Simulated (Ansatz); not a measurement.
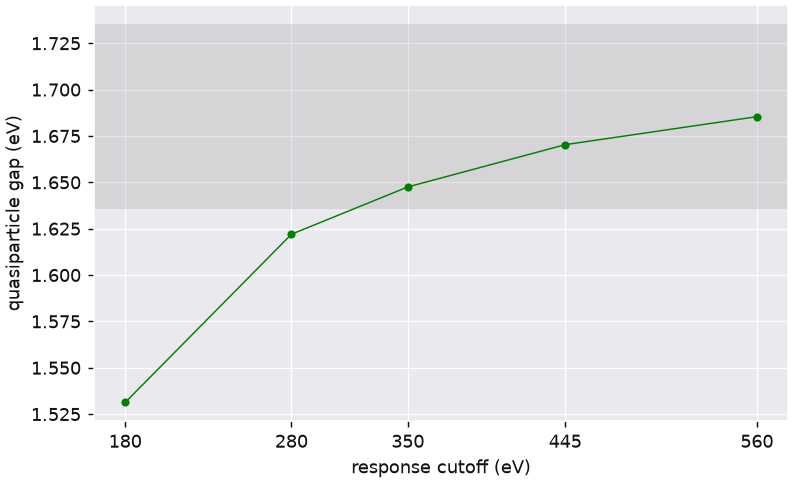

One cell, run at 5 values of the response cutoff (empty bands raised with it).
SiC (F-43m, 2 atoms in the cell); Ansatz 0.2.0-dev, G0W0@PBE, full frequency by contour deformation, all-electron datasets in plane waves (scalar-relativistic, Gaussian nuclei); cutoff 2970 eV, 2×2×2 k-mesh.
Dashed lines or grey bands mark the tolerance: 0.05 eV.

Question: What is enough for the quasiparticle gap to 0.05 eV?

Answer: The quasiparticle gap is within 0.05 eV of the largest setting's value from 350 eV on. It is 1.53 eV at 180 eV, 1.62 eV at 280 eV and 1.69 eV at 560 eV. The last step still moves it by 0.02 eV in the same direction, so the limit lies further: extrapolating the last two points as the cutoff to the power −3/2 gives about 1.72 eV, so against that limit 560 eV is needed. On so coarse a k-mesh the values belong to these settings and aren't the crystal's converged gap.
